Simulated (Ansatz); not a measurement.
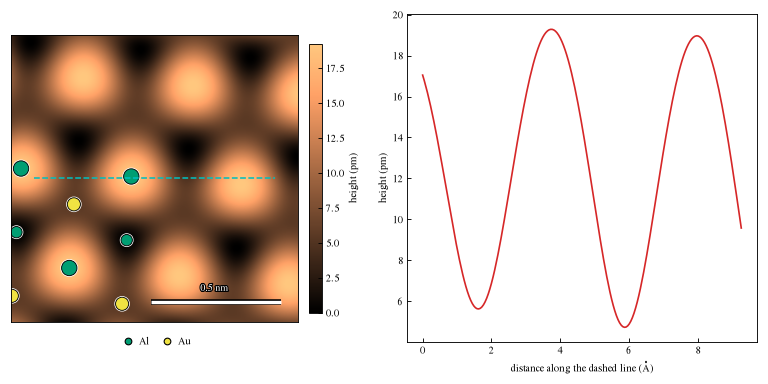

Constant-current image at a set point of 1.4 × 10⁻⁵ e/Å³ of Al2Au(111) (Fm-3m bulk, 12 atomic planes (those closer than 0.6 Å count as one), 12 Å, Al-terminated), sample bias +0.50 V. The atoms seen from above are drawn over one corner (deeper ones smaller). The right panel is the profile along the dashed line.

Model: Tersoff–Hamann, s-wave tip, no tip–sample forces. Bias windows are sharp sums over the levels of the k mesh.

Method: DFT PBE, scalar-relativistic, plane waves, PAW in Ansatz 0.2.0. Cutoff 420 eV, 18 × 18 k-points, Gaussian smearing 0.1 eV, dipole correction. The slab is a cut without reconstruction beyond its cell, at the source's lattice constants, with its lower half held fixed and the rest relaxed. No spin polarisation. Spin–orbit coupling is left out; with Au it can shift levels and gaps. The run couldn't confirm all of its levels under its output density. The run warns that the functional's potential is rough in the thin density of the vacuum, where the tip is; weak contrasts and barriers may feel it.

The calculation's input:

```yaml
crystal:
  lattice:
    - [4.24264069, 0.0, 0.0]
    - [-2.12132034, 3.67423461, 0.0]
    - [0.0, 0.0, 32.124355469]
  atoms:
    - { symbol: Al, position: [0.0, 0.0, 0.3112902922] }
    - { symbol: Au, position: [0.666666666, 0.3333333332, 0.3382488165] }
    - { symbol: Al, position: [0.3333333332, 0.6666666673, 0.3652073502] }
    - { symbol: Al, position: [0.666666666, 0.3333333332, 0.4191244083] }
    - { symbol: Au, position: [0.3333333332, 0.6666666673, 0.446082942] }
    - { symbol: Al, position: [0.0, 0.0, 0.4730414663] }
    - { symbol: Al, position: [0.3333333332, 0.6666666673, 0.528020113] }
    - { symbol: Au, position: [0.0, 0.0, 0.5551209823] }
    - { symbol: Al, position: [0.666666666, 0.3333333332, 0.5843434358] }
    - { symbol: Al, position: [0.0, 0.0, 0.6377297791] }
    - { symbol: Au, position: [0.666666666, 0.3333333332, 0.6659205735] }
    - { symbol: Al, position: [0.3333333332, 0.6666666673, 0.6892806181] }
basis:
  ecutwfc: 420.0
  fft_grid_basis: typed
kpoints:
  mp_grid: { grid: [18, 18, 1] }
hamiltonian:
  xc: pbe
  pseudopotentials: { kind: paw }
scf:
  occupations: { method: gaussian, width: 0.1 }
output:
  forces: true
  eigenvalues: true
  band_densities:
    - { e_range: [-2.0, -1.0] }
    - { e_range: [-1.0, -0.5] }
    - { e_range: [-0.5, -0.25] }
    - { e_range: [-0.25, 0.0] }
    - { e_range: [0.0, 0.25] }
    - { e_range: [0.25, 0.5] }
    - { e_range: [0.5, 1.0] }
    - { e_range: [1.0, 1.5] }
  band_residual_tolerance: 1.0e-05
  write_potential: true
  elf: true
  write_density: true
  volumetric_format: npy
efield:
  axis: 3
  dipole_correction: true
  ramp_width: 0.04
checkpoint:
  read: start.run
  write: ck
  compress: false
  write_wavefunctions: false
  write_every: 100000
```

Run with:

```sh
ansatz run input.yaml --threads 1 --pin off --max-ram 2211MiB --backend cpu --events-out ev --progress --plain --runs-dir out
```

Cost without the relaxation before it: 5.4 min on 1 thread of Arm Neoverse N1, with other jobs on the host, peak memory 1.1 GiB.

> What lies under the maxima and minima of this image?

The brightest spots lie over the top Al atoms; the darkest points are over the sites above the Al atoms 1.7 Å below the top plane. The corrugation is 19 pm at a mean tip height of 4.5 Å.
